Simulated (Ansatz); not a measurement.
Run report: NbN, geometry relaxation (part 2 of 2)

NbN (slab, 6 atoms in the cell); DFT PBEsol, scalar-relativistic, plane waves, PAW, no spin polarisation (Ansatz 0.2.0); cutoff 420 eV, 9×9×1 k-mesh, Gaussian smearing of 0.1 eV. The structure derives from an entry of the Crystallography Open Database. The input holds or restrains some coordinates. Forces given for the steps count only the free coordinates. It belongs to a series of runs on one base structure; here: clean slab, lower half held.

Geometry of the input (Å; fractional positions):
```
3.0975  0.0000  0.0000
-1.5487  2.6825  0.0000
0.0000  0.0000  23.3227
Nb 0.3333  0.6667  0.3645
N  0.6667  0.3333  0.4187
Nb 0.0000  0.0000  0.4729
N  0.3333  0.6667  0.5271
Nb 0.6667  0.3333  0.5813
N  0.0000  0.0000  0.6355
```

Log, continued
```
SCF iter   1: F=—  HF=-14625.833313 eV  |F-HF|=—  |Δ(HF+E_count)|=         —  Δρ=5.90e-4  dr2=2.76e-3  ethr=4.72e-5  p=-0.036 e·Å  D=-3.34e-2 V/Å  ΔV_dip=0.78 eV  dr2_dipole=8.42e-4  V_vac-E_F(+/−)=5.69/4.92 eV  ⟨swp⟩=2.0  Hψ=649  notcnv=0
efield: sawtooth ramp at fractional position 0.9800 (handed on by an earlier solve), width 0.0400; the density the first Hamiltonian is built on has a dipole p = -0.036 e·Å; the dipole correction subtracts the counter field D = -3.34e-2 V/Å, which shifts the + side's vacuum level by +0.78 eV against the − side's; the planar-averaged density in the ramp window peaks in size at 3.7e-7 e/Å³
preconditioner: auto → LDOS  [metal: Δε(μ)=0.058 eV  Ē_g=7.997 eV  σ=0.100 eV  W_gap=0.31  n_scr=16 (ndim 8)  ℏωp=14.6 eV  f_vac=0.589  D(μ)=7.84/eV (n_scr^D=86)  β→1.0]
SCF iter   2: F=—  HF=-14625.833176 eV  |F-HF|=—  |Δ(HF+E_count)|=   1.36e-4  Δρ=2.47e-4  dr2=3.27e-4  ethr=5.11e-6  p=-0.037 e·Å  D=-3.42e-2 V/Å  ΔV_dip=0.80 eV  dr2_dipole=7.67e-5  V_vac-E_F(+/−)=5.71/4.91 eV  ⟨swp⟩=2.0  Hψ=611  notcnv=0
SCF iter   3: F=—  HF=-14625.833165 eV  |F-HF|=—  |Δ(HF+E_count)|=   1.17e-5  Δρ=1.35e-4  dr2=1.67e-4  ethr=6.06e-7  p=-0.037 e·Å  D=-3.43e-2 V/Å  ΔV_dip=0.80 eV  dr2_dipole=4.73e-5  V_vac-E_F(+/−)=5.71/4.91 eV  ⟨swp⟩=2.6  Hψ=741  notcnv=0
SCF iter   4: F=—  HF=-14625.833160 eV  |F-HF|=—  |Δ(HF+E_count)|=   4.59e-6  Δρ=3.01e-5  dr2=1.10e-5  ethr=3.09e-7  p=-0.037 e·Å  D=-3.44e-2 V/Å  ΔV_dip=0.80 eV  dr2_dipole=2.98e-6  V_vac-E_F(+/−)=5.71/4.91 eV  ⟨swp⟩=1.7  Hψ=463  notcnv=0
SCF iter   5: F=—  HF=-14625.833236 eV  |F-HF|=—  |Δ(HF+E_count)|=   7.63e-5  Δρ=1.23e-5  dr2=7.62e-7  ethr=2.04e-8  p=-0.037 e·Å  D=-3.44e-2 V/Å  ΔV_dip=0.80 eV  dr2_dipole=1.08e-7  V_vac-E_F(+/−)=5.71/4.91 eV  ⟨swp⟩=2.1  Hψ=546  notcnv=0
SCF iter   6: F=—  HF=-14625.833236 eV  |F-HF|=—  |Δ(HF+E_count)|=   2.38e-7  Δρ=4.39e-6  dr2=1.58e-7  ethr=1.85e-10  p=-0.037 e·Å  D=-3.44e-2 V/Å  ΔV_dip=0.80 eV  dr2_dipole=2.29e-8  V_vac-E_F(+/−)=5.71/4.91 eV  ⟨swp⟩=9.9  Hψ=1986  notcnv=0
SCF iter   7: F=-14625.833237 eV  HF=-14625.833237 eV  |F-HF|=3.07e-8  |Δ(HF+E_count)|=   1.87e-7  Δρ=1.51e-6  dr2=1.21e-8  ethr=1.85e-10  p=-0.037 e·Å  D=-3.44e-2 V/Å  ΔV_dip=0.80 eV  dr2_dipole=1.39e-9  V_vac-E_F(+/−)=5.71/4.91 eV  ⟨swp⟩=5.0  Hψ=1337  notcnv=0
SCF 5 converged in 7 iterations: F = -14625.833237 eV  dr2 = 1.21e-8
relax step   5: F+E_penalty+E_count = -14625.83323665 eV  Δ(F+E_penalty+E_count) = -2.660e-4 eV  max|allowed force component| = 1.330e-2 eV/Å  Δτ_max = 0.0077 Å  (7 SCF iters, accepted)
```

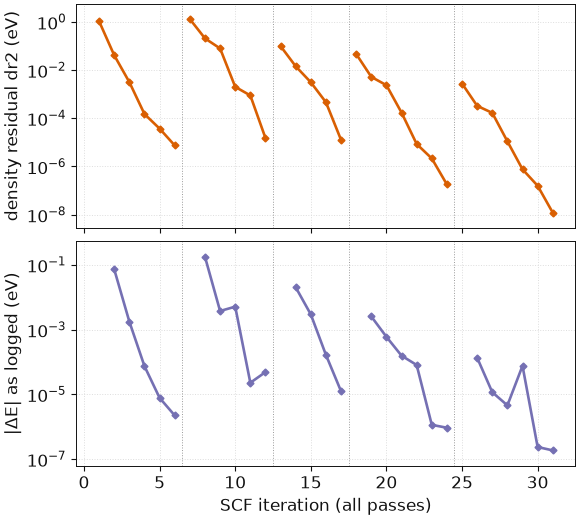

*Convergence of the self-consistent field: density residual dr2 and size of the energy change against the SCF iteration. The dotted lines part the SCF passes of the relaxation: geometry steps, rejected trials and re-solves on a re-selected basis.*

The 5 passes take 5 to 7 iterations each, 31 in all.

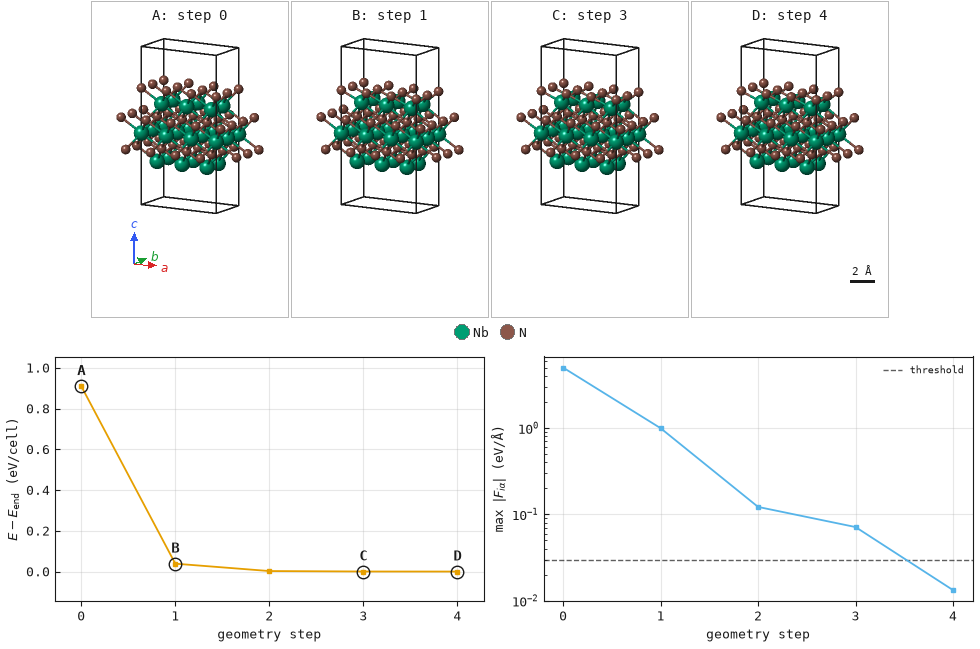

*Frames of the restrained relaxation (ball-and-stick view of the 3 × 2 repeat of the cell, with the vacuum cut short, with bonded neighbours outside it, seen slightly off an axis) above the curves, on which the letters mark them (the first geometry is step 0 here and step 1 in the log).*

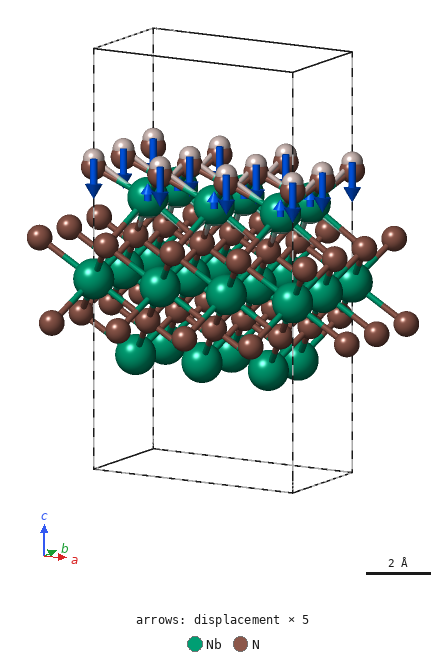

*Start (faint) and end (solid) with the displacements as blue arrows, magnified 5 times (ball-and-stick view of the 3 × 2 repeat of the cell, with the vacuum cut short, with bonded neighbours outside it, seen slightly off an axis).*

N6 moves most: 0.25 Å. By element the largest moves are N 0.25 Å, Nb 0.11 Å. The cell doesn't change. Among the contacts that change: Nb5–N6 2.190 → 2.001 Å, N4–Nb5 2.190 → 2.268 Å, Nb3–N4 2.190 → 2.180 Å. Among the angles that change: Nb5–N6–Nb5 90.0° → 101.4°, N6–Nb5–N6 90.0° → 101.4°, N4–Nb5–N6 180.0° → 168.7°. After 4 geometry steps the energy has fallen by 0.910 eV per cell of the calculation. The largest force component goes from 5 to 0.013 eV/Å. (Atoms are counted from 1 in the order of the input.)

```
SCF converged after 7 iterations
Free energy (F): -14625.833237 eV
Harris-Foulkes:  -14625.833237 eV  (|F-HF|=3.07e-8)
Internal energy: -14625.793921 eV  (E = F + TS)
E sigma→0 (E₀):  -14625.813579 eV
Entropy (-TS):   -0.039316 eV (-6.553 meV/atom)
Fermi energy:    3.066683 eV
Dipole field:    D = -0.034439 V/Å  (p = -0.036883 e·Å, saw-weighted, corrected)
Work function:   Φ+ = 5.7103 eV   Φ− = 4.9071 eV
Levels:          The Fermi level and band energies are counted from a zero that moves with the ramp; work functions are not
--- Per-component energies (eV) ---
  E_band       = -944.661760
  E_kinetic    = 1575.185326
  E_local      = -58904.975134  (includes V_loc(G=0)·N_el)
  E_nonlocal   = 496.870892
  E_hartree    = 28567.491638
  E_xc         = -702.098935
  E_vxc        = -865.678977  (∫ρ·V_xc dr)
  E_paw        = -9418.284802  (= ΣΔE_a)
  E_vpaw       = -380.542446  (= ΣTr[D̂ρ^β])
  E_aug_tail   = 0.000281  (compensation charges beyond the density's cutoff)
  E_efield     = 0.000635  (sawtooth field / dipole correction)
  E_vefield    = -0.517596  (∫n·V_field dr)
  E_ewald      = 23759.365755
  E_core_change = 0.650423  (= ΣΔE_core)
  E_smearing   = -0.039316  (= −TS)
  E_closure    = -0.000000  (closes the sum)
  Σ components = -14625.833237   (vs F -14625.833237, Δ=0.00e0)
--- Forces (eV/Å), atoms counted from 1 ---
  atom   1  Nb     0.00000000    -0.00000000     1.26509419
  atom   2  N     -0.00000000     0.00000000    -1.32191595
  atom   3  Nb     0.00000000     0.00000000     0.06851298
  atom   4  N      0.00000000    -0.00000000    -0.01329667
  atom   5  Nb     0.00000000    -0.00000000    -0.00248279
  atom   6  N      0.00000000    -0.00000000     0.00409262
  max |Σ_I F_I| component: 4.38e-6 eV/Å
--- Band table (eV; the first three rows and the last of 12) ---
  k-point 0: bands = ["-53.1153", "-53.0426", "-52.3732", "-29.6177", "-29.1667", "-28.9263", "-28.9263", "-28.8529", "-28.8529", "-28.5734", "-28.0644", "-28.0644", "-13.9595", "-12.7493", "-11.1377", "-4.9499", "-3.4844", "-3.4844", "-2.8275", "-2.3460", "-2.3460", "-0.8613", "-0.3125", "-0.3125", "1.9179", "2.0382", "2.0382", "2.2907", "3.2770", "3.2770", "3.4820", "4.3378", "4.3378"]
  k-point 1: bands = ["-53.1031", "-53.0320", "-52.3634", "-29.5836", "-29.1786", "-29.0131", "-28.9581", "-28.9511", "-28.8726", "-28.5612", "-28.1490", "-28.0831", "-13.7659", "-12.7224", "-11.1814", "-4.8007", "-3.5642", "-3.3620", "-2.8785", "-2.3944", "-2.2722", "-1.2833", "-0.5320", "-0.2788", "1.4816", "1.9360", "2.2944", "2.6456", "3.1582", "3.5609", "3.7740", "4.2252", "4.2967"]
  k-point 2: bands = ["-53.0717", "-53.0049", "-52.3383", "-29.5001", "-29.3428", "-29.2301", "-29.0644", "-29.0127", "-28.9226", "-28.5411", "-28.3558", "-28.1301", "-13.3254", "-12.7353", "-11.1913", "-4.4530", "-3.8056", "-3.1599", "-3.0560", "-2.7187", "-2.1655", "-1.6747", "-0.7163", "-0.2965", "0.9533", "1.8308", "2.7932", "3.0187", "3.5691", "3.8440", "3.9006", "4.6597", "4.8814"]
  k-point 11: bands = ["-52.9951", "-52.9399", "-52.2775", "-29.5625", "-29.5590", "-29.5346", "-29.3693", "-29.1739", "-29.0627", "-28.5872", "-28.5015", "-28.4961", "-12.8053", "-12.6275", "-10.8550", "-4.2534", "-3.8674", "-3.7702", "-3.0396", "-2.9281", "-2.8960", "-1.9442", "0.1196", "0.1752", "1.9743", "2.2508", "3.0195", "3.6735", "3.8554", "4.3896", "4.4675", "5.2013", "5.4226"]
--- Relaxed structure (5 steps of the walk, 5 accepted, 0 SCFs on fresh bases) ---
  F+E_penalty+E_count = -14625.83323665 eV   max|allowed force component| = 1.330e-2 eV/Å
  atoms:
    - { symbol: Nb, position: [0.3333333333333333, 0.6666666666666666, 0.3644517671] }
    - { symbol: N, position: [0.6666666666666666, 0.3333333333333333, 0.41867106030000006] }
    - { symbol: Nb, position: [0.0, 0.0, 0.4728903534000001] }
    - { symbol: N, position: [0.3333333333333333, 0.6666666666666666, 0.5263761359831121] }
    - { symbol: Nb, position: [0.6666666666666666, 0.3333333333333333, 0.5861634310057926] }
    - { symbol: N, position: [-1.3566474379120659e-17, -2.1083196038022862e-30, 0.6246420336254597] }
```

Trajectory as extended XYZ (Å, eV, eV/Å), 5 frames, from step=1 to step=5
```
6
Lattice="3.0975 0.0000 0.0000 -1.5487 2.6825 0.0000 0.0000 0.0000 23.3227" Properties=species:S:1:pos:R:3:forces:R:3 step=1 energy=-14624.92327
Nb    0.0000    1.7883    8.5000    0.0000   0.0000   1.0822
N     1.5487    0.8942    9.7645    0.0000   0.0000  -1.3739
Nb    0.0000    0.0000   11.0291    0.0000   0.0000   0.2972
N     0.0000    1.7883   12.2936    0.0000   0.0000  -0.6097
Nb    1.5487    0.8942   13.5582    0.0000   0.0000   5.0214
N     0.0000    0.0000   14.8227    0.0000   0.0000  -4.4174
6
Lattice="3.0975 0.0000 0.0000 -1.5487 2.6825 0.0000 0.0000 0.0000 23.3227" Properties=species:S:1:pos:R:3:forces:R:3 step=2 energy=-14625.79456
Nb    0.0000    1.7883    8.5000    0.0000   0.0000   1.1893
N     1.5487    0.8942    9.7645    0.0000   0.0000  -1.2710
Nb    0.0000    0.0000   11.0291    0.0000   0.0000   0.4449
N     0.0000    1.7883   12.3164    0.0000   0.0000  -0.4473
Nb    1.5487    0.8942   13.6701    0.0000   0.0000   0.9977
N     0.0000    0.0000   14.6316    0.0000   0.0000  -0.9145
6
Lattice="3.0975 0.0000 0.0000 -1.5487 2.6825 0.0000 0.0000 0.0000 23.3227" Properties=species:S:1:pos:R:3:forces:R:3 step=3 energy=-14625.83074
Nb    0.0000    1.7883    8.5000    0.0000   0.0000   1.2290
N     1.5487    0.8942    9.7645    0.0000   0.0000  -1.3313
Nb    0.0000    0.0000   11.0291    0.0000   0.0000   0.0027
N     0.0000    1.7883   12.2748    0.0000   0.0000  -0.1223
Nb    1.5487    0.8942   13.6489    0.0000   0.0000   0.1160
N     0.0000    0.0000   14.5433    0.0000   0.0000   0.1064
6
Lattice="3.0975 0.0000 0.0000 -1.5487 2.6825 0.0000 0.0000 0.0000 23.3227" Properties=species:S:1:pos:R:3:forces:R:3 step=4 energy=-14625.83297
Nb    0.0000    1.7883    8.5000    0.0000   0.0000   1.2833
N     1.5487    0.8942    9.7645    0.0000   0.0000  -1.3145
Nb    0.0000    0.0000   11.0291    0.0000   0.0000   0.0969
N     0.0000    1.7883   12.2801    0.0000   0.0000  -0.0183
Nb    1.5487    0.8942   13.6786    0.0000   0.0000  -0.0715
N     0.0000    0.0000   14.5737    0.0000   0.0000   0.0243
6
Lattice="3.0975 0.0000 0.0000 -1.5487 2.6825 0.0000 0.0000 0.0000 23.3227" Properties=species:S:1:pos:R:3:forces:R:3 step=5 energy=-14625.83324
Nb    0.0000    1.7883    8.5000    0.0000   0.0000   1.2651
N     1.5487    0.8942    9.7645    0.0000   0.0000  -1.3219
Nb    0.0000    0.0000   11.0291    0.0000   0.0000   0.0685
N     0.0000    1.7883   12.2765    0.0000   0.0000  -0.0133
Nb    1.5487    0.8942   13.6709    0.0000   0.0000  -0.0025
N     0.0000    0.0000   14.5683    0.0000   0.0000   0.0041
```

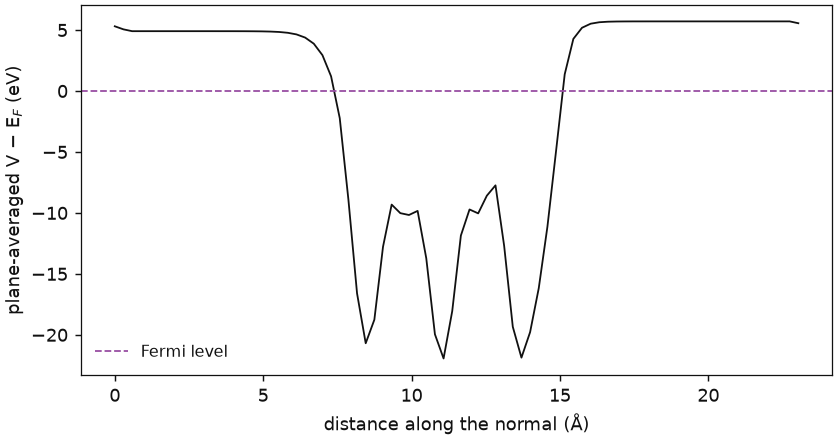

*Plane average of the electrostatic potential energy of an electron across the cell, from the Fermi level.*

The vacuum level lies 5.71 eV above the Fermi level on the upper side and 4.91 eV on the lower.
